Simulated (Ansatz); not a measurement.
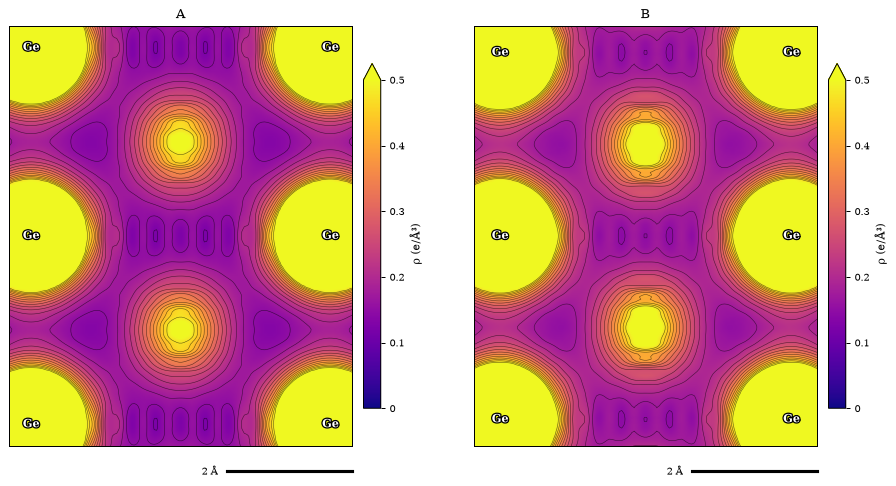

Ge. The valence charge density (pseudo) of two cells that differ in size, on the (11̄0) plane of each (indices in the axes of the calculation cell), at one length scale and on one colour scale; one has 17.5 and the other 19.0 Å³ an atom.

All numbers below come from Kohn-Sham DFT of a periodic cell, PBE0, Ansatz PAW (Ansatz 0.2.0).

Core electrons are frozen (PAW), and the valence fields are smoothed inside the atomic spheres.

The larger cell:

```
CELL_PARAMETERS angstrom
1.50763 -2.62883 0.00000
1.50763 2.62883 0.00000
0.00000 0.00000 4.78981
ATOMIC_POSITIONS crystal
Ge 0.33345 0.66655 0.25000
Ge 0.66655 0.33345 0.75000
```

The smaller cell: a = 2.951 Å, b = 2.951 Å, c = 4.664 Å, α = 90.00°, β = 90.00°, γ = 120.33°.

Q: Which is the denser cell? Describe the effect of the change.

A: Panel B is the smaller cell, by 8 % in volume. From the larger cell to the smaller, Ge–Ge goes from 3.02 to 2.94 Å, and the density at its midpoint from 0.19 to 0.21 e/Å³; the pressure goes from −2.3 to 4.5 GPa.
